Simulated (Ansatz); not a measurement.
Geometry relaxation of Ta6H2C7 (part 3 of 3)

Ta6H2C7 (slab, 30 atoms in the cell); DFT PBE+D3(BJ), scalar-relativistic, plane waves, PAW, no spin polarisation (Ansatz 0.2.0); cutoff 420 eV, 4×4×1 k-mesh, Gaussian smearing of 0.1 eV. The structure derives from an entry of the Crystallography Open Database. The input holds or restrains some coordinates. Forces given for the steps count only the free coordinates. It belongs to a series of runs on one base structure; here: 1 C2H4 a cell, flat, over a hollow Ta-Ta-Ta site.

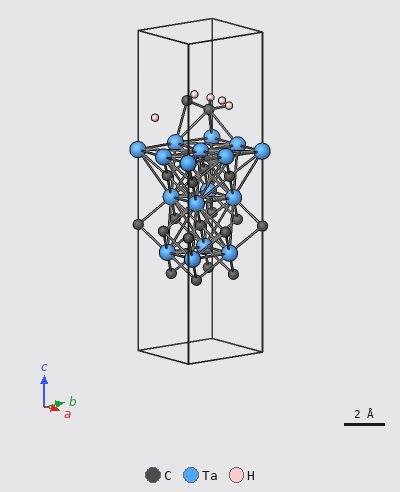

Figure 1. The geometry at step 11 of the log (ball-and-stick view of the cell of the calculation, with the vacuum cut short, seen slightly off an axis).

**Trajectory as extended XYZ, continued**
```
30
Lattice="6.2855 0.0000 0.0000 -3.1428 5.4434 0.0000 0.0000 0.0000 24.4151" Properties=species:S:1:pos:R:3:forces:R:3 step=3 energy=-122767.07720
C     0.0000    1.8145    8.0000    0.0238  -0.0027   2.7489
C    -1.5714    4.5362    8.0000   -0.0074   0.0250   2.6936
C     3.1428    1.8145    8.0000   -0.0088  -0.0005   2.7219
C     1.5714    4.5362    8.0000    0.0154  -0.0032   2.7741
Ta    1.5714    0.9072    9.2830   -0.0297  -0.0078  -3.3642
Ta    0.0000    3.6289    9.2830    0.0233  -0.0260  -3.3587
Ta    4.7141    0.9072    9.2830   -0.0048  -0.0158  -3.3753
Ta    3.1428    3.6289    9.2830   -0.0113   0.0085  -3.3396
C     1.5714    2.7217   10.5661   -0.0484   0.0440   0.8486
C     3.1428    0.0000   10.5661    0.0040   0.0056   0.8755
C    -1.5714    2.7217   10.5661   -0.0143   0.0273   0.8822
C     0.0000    0.0000   10.5661   -0.0462   0.0625   0.9080
Ta    3.1399    1.8200   11.8972    0.0460  -0.0347   0.0501
Ta    1.5655    4.5402   11.8970    0.0004   0.0596   0.0036
Ta   -0.0056    1.8213   11.8954   -0.0459  -0.0353   0.0572
Ta   -1.5713    4.5359   11.8834   -0.0282   0.0207   0.0542
C     3.1493    3.6365   13.2114   -0.1200   0.0761  -0.0482
C     4.7002    0.9288   13.2218   -0.0007  -0.1020  -0.1186
C    -0.0155    3.6362   13.2193    0.0192   0.0103   0.0006
C     1.5670    0.9032   13.2059   -0.0095   0.0462   0.0165
Ta   -1.5660    2.7471   14.4405    0.1607   0.1345   0.0751
Ta   -0.0157    0.0054   14.3757    0.1283  -0.1058   0.0484
Ta    1.5698    2.7259   14.3556   -0.0603   0.0185   0.1480
Ta    3.1374    0.0067   14.3909   -0.1029   0.0494   0.0131
C    -1.5409    4.5225   16.7437   -0.7132   1.3282  -0.4884
C    -0.7694    3.3796   16.8562    1.1615  -1.4420  -0.1410
H    -2.6314    4.4728   16.9367    0.3336   0.0625  -0.1187
H    -1.0896    5.5159   16.9745   -0.1004  -0.4777  -0.3187
H     0.3034    3.4484   17.1466   -0.6359  -0.0201  -0.1902
H    -1.2318    2.3949   17.0545    0.0718   0.2945  -0.0584
30
Lattice="6.2855 0.0000 0.0000 -3.1428 5.4434 0.0000 0.0000 0.0000 24.4151" Properties=species:S:1:pos:R:3:forces:R:3 step=6 energy=-122767.96790
C     0.0000    1.8145    8.0000    0.0187   0.0049   2.7775
C    -1.5714    4.5362    8.0000   -0.0117   0.0391   2.7369
C     3.1428    1.8145    8.0000   -0.0131   0.0178   2.7873
C     1.5714    4.5362    8.0000    0.0396  -0.0011   2.7753
Ta    1.5714    0.9072    9.2830   -0.0226   0.0559  -3.4139
Ta    0.0000    3.6289    9.2830    0.0440  -0.0783  -3.3564
Ta    4.7141    0.9072    9.2830   -0.0032   0.0232  -3.4889
Ta    3.1428    3.6289    9.2830   -0.0608  -0.0582  -3.3818
C     1.5714    2.7217   10.5661   -0.0674   0.0797   0.8413
C     3.1428    0.0000   10.5661   -0.0256   0.0116   0.8614
C    -1.5714    2.7217   10.5661   -0.0575   0.0521   0.9627
C     0.0000    0.0000   10.5661   -0.0666   0.1077   0.9664
Ta    3.1388    1.8160   11.8985    0.0153   0.0854   0.0045
Ta    1.5562    4.5513   11.8929   -0.0481  -0.0488  -0.0100
Ta   -0.0118    1.8187   11.9012   -0.0159   0.0066   0.0250
Ta   -1.5766    4.5435   11.8867    0.0094  -0.0595   0.0356
C     3.1255    3.6447   13.2088   -0.0448  -0.0298  -0.0087
C     4.7106    0.9107   13.1962    0.0209  -0.0234  -0.0210
C    -0.0162    3.6534   13.2255   -0.0129  -0.0233  -0.0166
C     1.5496    0.9195   13.2046   -0.0494   0.0104  -0.0491
Ta   -1.5407    2.7530   14.4456   -0.0417  -0.1537  -0.3756
Ta   -0.0011   -0.0211   14.3833   -0.0149  -0.0093   0.0402
Ta    1.5460    2.7362   14.3827    0.0314   0.0385  -0.0141
Ta    3.1090    0.0578   14.3791    0.0480   0.0312  -0.0218
C    -1.4752    4.4625   16.1870   -0.5887  -0.0707   0.0260
C    -0.7477    3.2024   16.5157   -0.0904  -0.6582   0.2202
H    -2.4686    4.5822   16.7152    0.5554   0.1366  -0.3139
H    -0.8905    5.3885   16.4634    0.3939   0.0114  -0.2306
H     0.2516    3.3289   16.9628   -0.0433   0.0898  -0.1625
H    -1.2872    2.3950   17.0609    0.1031   0.4143  -0.1934
30
Lattice="6.2855 0.0000 0.0000 -3.1428 5.4434 0.0000 0.0000 0.0000 24.4151" Properties=species:S:1:pos:R:3:forces:R:3 step=9 energy=-122768.18342
C     0.0000    1.8145    8.0000    0.0311  -0.0008   2.7544
C    -1.5714    4.5362    8.0000   -0.0134   0.0342   2.7384
C     3.1428    1.8145    8.0000   -0.0245   0.0187   2.7865
C     1.5714    4.5362    8.0000    0.0481  -0.0096   2.7524
Ta    1.5714    0.9072    9.2830   -0.0126   0.0551  -3.4833
Ta    0.0000    3.6289    9.2830    0.0248  -0.0587  -3.3943
Ta    4.7141    0.9072    9.2830   -0.0213   0.0299  -3.5319
Ta    3.1428    3.6289    9.2830   -0.0473  -0.0478  -3.4377
C     1.5714    2.7217   10.5661    0.0035   0.0028   0.6074
C     3.1428    0.0000   10.5661    0.0304  -0.0389   0.6440
C    -1.5714    2.7217   10.5661    0.0029  -0.0120   0.7312
C     0.0000    0.0000   10.5661    0.0150   0.0173   0.7907
Ta    3.1445    1.8126   11.8798    0.0158   0.0286   0.0480
Ta    1.5621    4.5422   11.8796   -0.0077   0.0007   0.0090
Ta   -0.0036    1.8109   11.8828   -0.0071   0.0371   0.0309
Ta   -1.5693    4.5360   11.8728   -0.0016  -0.0357   0.0716
C     3.1336    3.6338   13.1867   -0.0441  -0.0146  -0.0128
C     4.7423    0.8941   13.1648   -0.0325  -0.0319   0.0245
C    -0.0056    3.6303   13.2007    0.0058  -0.0257  -0.0428
C     1.5574    0.9134   13.1768   -0.0066   0.0089  -0.0108
Ta   -1.5439    2.7160   14.3998    0.0822   0.0795  -0.0857
Ta    0.0350   -0.0384   14.3700   -0.0378   0.0085  -0.0032
Ta    1.5669    2.7294   14.3560    0.0812  -0.0075  -0.0428
Ta    3.1307    0.0394   14.3243    0.0603  -0.0399   0.0226
C    -1.3474    4.4699   16.0465   -0.1469  -0.0667   0.0899
C    -0.8315    3.1299   16.4890   -0.1261   0.0341   0.0437
H    -2.2263    4.8594   16.6205    0.0715  -0.0277  -0.0772
H    -0.5037    5.2424   16.2624    0.0250  -0.0053   0.0829
H     0.1992    3.1734   16.8774   -0.0160  -0.0049  -0.0432
H    -1.4680    2.5166   17.1427    0.0479   0.0721  -0.0596
30
Lattice="6.2855 0.0000 0.0000 -3.1428 5.4434 0.0000 0.0000 0.0000 24.4151" Properties=species:S:1:pos:R:3:forces:R:3 step=11 energy=-122768.23462
C     0.0000    1.8145    8.0000    0.0400  -0.0002   2.7421
C    -1.5714    4.5362    8.0000   -0.0043   0.0263   2.7112
C     3.1428    1.8145    8.0000   -0.0311   0.0189   2.7614
C     1.5714    4.5362    8.0000    0.0376  -0.0140   2.7240
Ta    1.5714    0.9072    9.2830   -0.0304   0.0669  -3.4269
Ta    0.0000    3.6289    9.2830    0.0086  -0.0544  -3.3676
Ta    4.7141    0.9072    9.2830   -0.0058   0.0419  -3.4733
Ta    3.1428    3.6289    9.2830   -0.0252  -0.0326  -3.3702
C     1.5714    2.7217   10.5661    0.0088  -0.0327   0.5624
C     3.1428    0.0000   10.5661    0.0231  -0.0124   0.6183
C    -1.5714    2.7217   10.5661    0.0178  -0.0265   0.6837
C     0.0000    0.0000   10.5661    0.0463   0.0183   0.7503
Ta    3.1465    1.8102   11.8805    0.0389  -0.0034   0.0297
Ta    1.5627    4.5433   11.8803    0.0088  -0.0379  -0.0017
Ta   -0.0033    1.8107   11.8833   -0.0107   0.0004   0.0151
Ta   -1.5655    4.5351   11.8749   -0.0260   0.0104  -0.0023
C     3.1389    3.6340   13.1766    0.0204  -0.0668  -0.0277
C     4.7376    0.8963   13.1696   -0.0149   0.0186   0.0163
C    -0.0007    3.6245   13.1930   -0.0024  -0.0041  -0.0734
C     1.5635    0.9094   13.1741    0.0122   0.0134  -0.0005
Ta   -1.5473    2.7288   14.4011    0.1543   0.0033   0.0245
Ta    0.0359   -0.0366   14.3658    0.0191   0.0081   0.0468
Ta    1.5874    2.7313   14.3344   -0.0112   0.0191   0.0390
Ta    3.1325    0.0193   14.3300    0.0573  -0.0536   0.0355
C    -1.4229    4.5008   16.0214    0.0834  -0.1879   0.0100
C    -1.0699    3.1470   16.5691   -0.1447   0.2384   0.0615
H    -2.3223    4.9852   16.4953   -0.0923   0.0043   0.0558
H    -0.5272    5.2154   16.2715   -0.0828  -0.0638   0.0432
H    -0.0581    3.1084   17.0019   -0.1597  -0.0226  -0.0865
H    -1.8053    2.6370   17.2077    0.0647   0.1244  -0.0993
30
Lattice="6.2855 0.0000 0.0000 -3.1428 5.4434 0.0000 0.0000 0.0000 24.4151" Properties=species:S:1:pos:R:3:forces:R:3 step=13 energy=-122768.31347
C     0.0000    1.8145    8.0000    0.0429   0.0090   2.7398
C    -1.5714    4.5362    8.0000    0.0037   0.0112   2.6890
C     3.1428    1.8145    8.0000   -0.0353   0.0130   2.7459
C     1.5714    4.5362    8.0000    0.0204  -0.0106   2.7170
Ta    1.5714    0.9072    9.2830   -0.0201   0.0916  -3.4037
Ta    0.0000    3.6289    9.2830    0.0056  -0.0536  -3.3494
Ta    4.7141    0.9072    9.2830    0.0040   0.0311  -3.4149
Ta    3.1428    3.6289    9.2830   -0.0258  -0.0284  -3.3276
C     1.5714    2.7217   10.5661    0.0437  -0.0698   0.5757
C     3.1428    0.0000   10.5661    0.0422   0.0053   0.6495
C    -1.5714    2.7217   10.5661    0.0460  -0.0544   0.6755
C     0.0000    0.0000   10.5661    0.0498   0.0054   0.7121
Ta    3.1522    1.8070   11.8848    0.0279  -0.0050   0.0008
Ta    1.5669    4.5397   11.8855    0.0632  -0.0103  -0.0187
Ta    0.0006    1.8061   11.8865   -0.0314  -0.0088  -0.0106
Ta   -1.5647    4.5358   11.8715   -0.0322   0.0123   0.0430
C     3.1504    3.6282   13.1739    0.0339  -0.0430  -0.0154
C     4.7339    0.9042   13.1777   -0.0458  -0.0344  -0.0129
C     0.0003    3.6200   13.1802    0.0830   0.0481  -0.0312
C     1.5766    0.9025   13.1791   -0.0206   0.0496  -0.0022
Ta   -1.5434    2.7415   14.4121   -0.0085  -0.0220   0.0454
Ta    0.0369   -0.0313   14.3659    0.0045   0.0044  -0.0634
Ta    1.5932    2.7333   14.3257   -0.0546   0.0233   0.0915
Ta    3.1419   -0.0045   14.3432   -0.0392  -0.0017   0.0063
C    -1.5167    4.5405   15.9949    0.1445  -0.1891   0.0895
C    -1.3301    3.2075   16.6325   -0.1309   0.1165  -0.0699
H    -2.4406    5.0919   16.3894   -0.0463   0.0221   0.0365
H    -0.5980    5.2010   16.2921   -0.0608   0.0071  -0.0035
H    -0.3571    3.0673   17.1154   -0.1010  -0.0030  -0.0361
H    -2.1607    2.8062   17.2232    0.0384   0.0841  -0.0589
30
Lattice="6.2855 0.0000 0.0000 -3.1428 5.4434 0.0000 0.0000 0.0000 24.4151" Properties=species:S:1:pos:R:3:forces:R:3 step=16 energy=-122768.34410
C     0.0000    1.8145    8.0000    0.0401   0.0121   2.7385
C    -1.5714    4.5362    8.0000    0.0002   0.0095   2.6875
C     3.1428    1.8145    8.0000   -0.0399   0.0121   2.7395
C     1.5714    4.5362    8.0000    0.0010  -0.0068   2.7143
Ta    1.5714    0.9072    9.2830   -0.0004   0.0912  -3.3942
Ta    0.0000    3.6289    9.2830    0.0077  -0.0393  -3.3336
Ta    4.7141    0.9072    9.2830   -0.0006   0.0255  -3.4132
Ta    3.1428    3.6289    9.2830   -0.0085  -0.0384  -3.3316
C     1.5714    2.7217   10.5661    0.0023  -0.0700   0.5726
C     3.1428    0.0000   10.5661   -0.0060   0.0180   0.6763
C    -1.5714    2.7217   10.5661    0.0017  -0.0313   0.6732
C     0.0000    0.0000   10.5661    0.0109   0.0178   0.6786
Ta    3.1493    1.8075   11.8858   -0.0067  -0.0026  -0.0072
Ta    1.5712    4.5395   11.8843    0.0005  -0.0014  -0.0012
Ta   -0.0061    1.8074   11.8855    0.0088  -0.0008  -0.0013
Ta   -1.5711    4.5384   11.8738   -0.0003   0.0041   0.0036
C     3.1453    3.6254   13.1745    0.0056  -0.0037   0.0003
C     4.7152    0.9055   13.1766    0.0002  -0.0019   0.0029
C    -0.0020    3.6252   13.1747    0.0023  -0.0017  -0.0005
C     1.5715    0.9100   13.1793   -0.0011  -0.0002   0.0070
Ta   -1.5693    2.7453   14.4141   -0.0048  -0.0021  -0.0062
Ta    0.0206   -0.0164   14.3531    0.0016   0.0054   0.0016
Ta    1.5727    2.7401   14.3298   -0.0037  -0.0066  -0.0053
Ta    3.1237   -0.0144   14.3518    0.0011   0.0012   0.0023
C    -1.5674    4.5528   15.9876    0.0018   0.0130   0.0333
C    -1.5555    3.2258   16.6398   -0.0003   0.0048  -0.0123
H    -2.4921    5.1607   16.3344   -0.0045   0.0004  -0.0149
H    -0.6446    5.1699   16.3281    0.0002  -0.0030  -0.0145
H    -0.6395    2.9663   17.1746   -0.0005  -0.0030   0.0024
H    -2.4609    2.9510   17.1844   -0.0090  -0.0022   0.0021
```

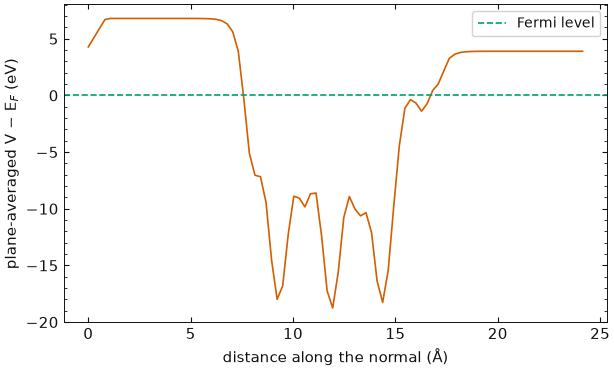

Figure 2. Plane average of the electrostatic potential energy of an electron across the cell, from the Fermi level. The vacuum level lies 3.89 eV above the Fermi level on the upper side and 6.79 eV on the lower.

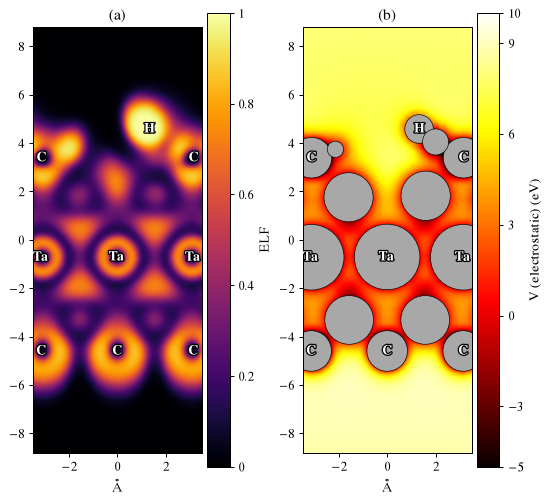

Figure 3. (a) ELF; (b) electrostatic potential (local pseudopotential plus Hartree) felt by an electron on the (100) plane of the calculation cell, a cut from vacuum to vacuum. Grey discs, where drawn, cover atomic cores. The strong features right at Ta lie inside the PAW spheres (semicore, d or f shells) and say nothing about bonding. Core electrons are frozen (PAW), so the fields are smoothed inside the atomic spheres.

The run was set up as follows.

**Input**
```yaml
crystal:
  lattice:
    - [6.2855222138, 0.0, 0.0]
    - [-3.1427611069, 5.4434219132, 0.0]
    - [0.0, 0.0, 24.4151342461]
  atoms:
    - { symbol: C, position: [0.1666666667, 0.3333333333, 0.3276656159] }
    - { symbol: C, position: [0.1666666667, 0.8333333333, 0.3276656159] }
    - { symbol: C, position: [0.6666666667, 0.3333333333, 0.3276656159] }
    - { symbol: C, position: [0.6666666667, 0.8333333333, 0.3276656159] }
    - { symbol: Ta, position: [0.3333333333, 0.1666666667, 0.3802160887] }
    - { symbol: Ta, position: [0.3333333333, 0.6666666667, 0.3802160887] }
    - { symbol: Ta, position: [0.8333333333, 0.1666666667, 0.3802160887] }
    - { symbol: Ta, position: [0.8333333333, 0.6666666667, 0.3802160887] }
    - { symbol: C, position: [0.5, 0.5, 0.4327665616] }
    - { symbol: C, position: [0.5, 0.0, 0.4327665616] }
    - { symbol: C, position: [0.0, 0.5, 0.4327665616] }
    - { symbol: C, position: [0.0, 0.0, 0.4327665616] }
    - { symbol: Ta, position: [0.6666666667, 0.3333333333, 0.486697262] }
    - { symbol: Ta, position: [0.6666666667, 0.8333333333, 0.486697262] }
    - { symbol: Ta, position: [0.1666666667, 0.3333333333, 0.486697262] }
    - { symbol: Ta, position: [0.1666666667, 0.8333333333, 0.486697262] }
    - { symbol: C, position: [0.8333333333, 0.6666666667, 0.5404136829] }
    - { symbol: C, position: [0.8333333333, 0.1666666667, 0.5404136829] }
    - { symbol: C, position: [0.3333333333, 0.6666666667, 0.5404136829] }
    - { symbol: C, position: [0.3333333333, 0.1666666667, 0.5404136829] }
    - { symbol: Ta, position: [0.0, 0.5, 0.5877870891] }
    - { symbol: Ta, position: [0.0, 0.0, 0.5877870891] }
    - { symbol: Ta, position: [0.5, 0.5, 0.5877870891] }
    - { symbol: Ta, position: [0.5, 0.0, 0.5877870891] }
    - { symbol: C, position: [0.1666666667, 0.8333333333, 0.7016508907] }
    - { symbol: C, position: [0.187929905, 0.633010356, 0.7016508907] }
    - { symbol: H, position: [-0.0136436397, 0.8168414328, 0.7016508907] }
    - { symbol: H, position: [0.3295052913, 1.0143429274, 0.7016508907] }
    - { symbol: H, position: [0.3682147085, 0.6494937985, 0.7016508907] }
    - { symbol: H, position: [0.0250760502, 0.4519842505, 0.7016508907] }
basis:
  ecutwfc: 420
kpoints:
  mp_grid: { grid: [4, 4, 1] }
hamiltonian:
  xc: pbe
  dispersion: d3bj
scf:
  occupations: { method: gaussian, width: 0.1 }
output:
  forces: true
  eigenvalues: true
  write_density: true
  write_potential: true
  elf: true
  volumetric_format: npy
relax:
  adjacent_minimum: "off"
  f_tol: 0.04
  max_steps: 100
  constraints: [{ sites: [0, 1, 2, 3, 4, 5, 6, 7, 8, 9, 10, 11] }]
efield:
  axis: 3
  dipole_correction: true
  ramp_width: 0.04
```

Launched with:
```bash
ansatz run input.yaml --threads 4 --pin off --max-ram 10240MiB --backend cpu --events-out ev --progress --plain --runs-dir out
```

**Summary**

```csv
quantity,value
outcome,converged under the restraints of the input
electrons treated,216
free energy,−122768.3441 eV
"work function, top face",3.89 eV
"work function, bottom face",6.79 eV
Fermi energy,2.991 eV
gap on the k-point mesh,none (metallic)
final volume,835.36 Å³
work function (upper face),3.89 eV
"largest force (length of the vector) at the end, held atoms and coordinates included",3.413 eV/Å
hardware,"4 threads of Arm Neoverse V1, 24 GiB of memory available, shared host"
wall time,13 min (CPU time 50 min)
peak memory,2.7 GiB
```

**Notes**

Warnings of the run: the exchange-correlation potential is rough where the density is thin. Spin–orbit coupling is left out, which matters for Ta.
